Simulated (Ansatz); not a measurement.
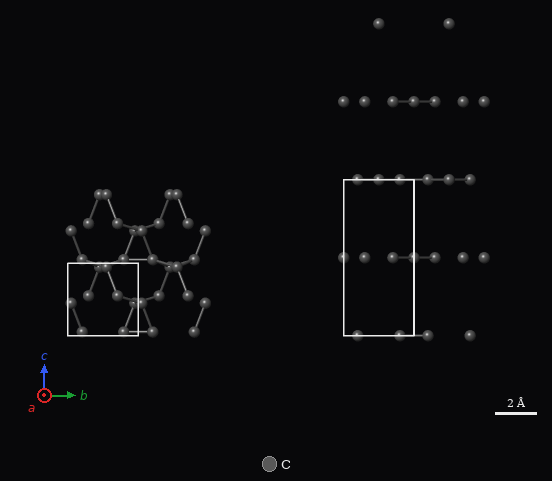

Two geometries of a crystal of C (a generated structure, set up in P-4n2) (coarse preliminary run), drawn at one scale. One is the start of a relaxation, the other its converged end. Style: ball-and-stick. Shown: the cell of the calculation, repeated 1 × 2 × 2 with one cell outlined, along the a axis.

The calculation used DFT PBE, scalar-relativistic, plane waves, PAW in Ansatz. Set-up: plane-wave cutoff 420 eV; k-point mesh 6 × 6 × 6; occupations gaussian; smearing width 0.1 eV; no spin polarisation; cell and atoms relaxed; force threshold 0.04 eV/Å; at most 70 steps.

Which of the two is the end point?

Answer. The right one is the relaxed one. The largest moves relative to the cell, 0.42 Å, are those of C atoms. The drawn cell changes as follows: a = b 3.461 → 3.446 Å (−0.4 %), c 3.549 → 7.653 Å (+115.6 %); the volume changes by +113.8 %. Some distances before and after: C–C 1.609 → 3.948 Å, C–C 1.885 → 3.948 Å, C–C 1.464 → 1.377 Å, C–C 1.503 → 1.462 Å. Bonds break: C–C (1.61 → 3.95 Å). Among the angles between lasting bonds that change: C–C–C 111.5° → 135.0°, C–C–C 154.0° → 135.0°, C–C–C 86.7° → 90.0°. The space group (tolerance 0.01 Å) goes from P-4n2 (No. 118) to I4/mmm (No. 139). Over 28 accepted moves (33 points after the start) the energy falls by 1713 meV per atom. Largest force component: 0.27 eV/Å at the start, 0.025 eV/Å at the end. Pressure: 88.41 GPa at the start and 0.08 GPa at the end. At 5 points the geometry stayed and the basis and grid were re-selected for the new cell (energy shift of 186 meV per atom at most each time). Cost: 3.5 min on 1 thread of Arm Neoverse V1 (shared host), peak memory 0.35 GiB.
